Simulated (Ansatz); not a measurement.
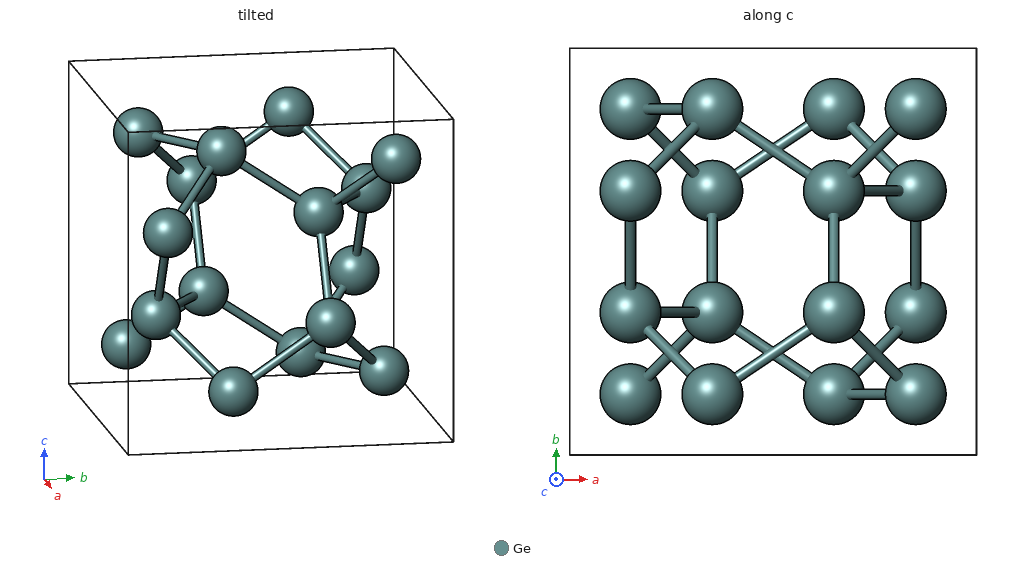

A ball-and-stick rendering, viewed slightly off an axis and along the c axis. The wireframe shows the conventional unit cell. Cell: a = 6.968 Å, b = 6.968 Å, c = 6.968 Å, α = 90.00°, β = 90.00°, γ = 90.00°.

Explain the picture.

- The element is germanium.
- Space group: Ia-3 (No. 206). Lattice: body-centred cubic.
- The cell holds 16 atoms.
- About every Ge there are four Ge in a distorted tetrahedral arrangement at about 2.4 to 2.5 Å.
- The bonds build a three-dimensional framework.

Source of the structure: a structure listed in the Materials Project. The cell was then strained or its atoms displaced on purpose. The atoms were relaxed in a fixed cell with Ansatz 0.2.0, DFT r2SCAN, scalar-relativistic, plane waves, PAW.
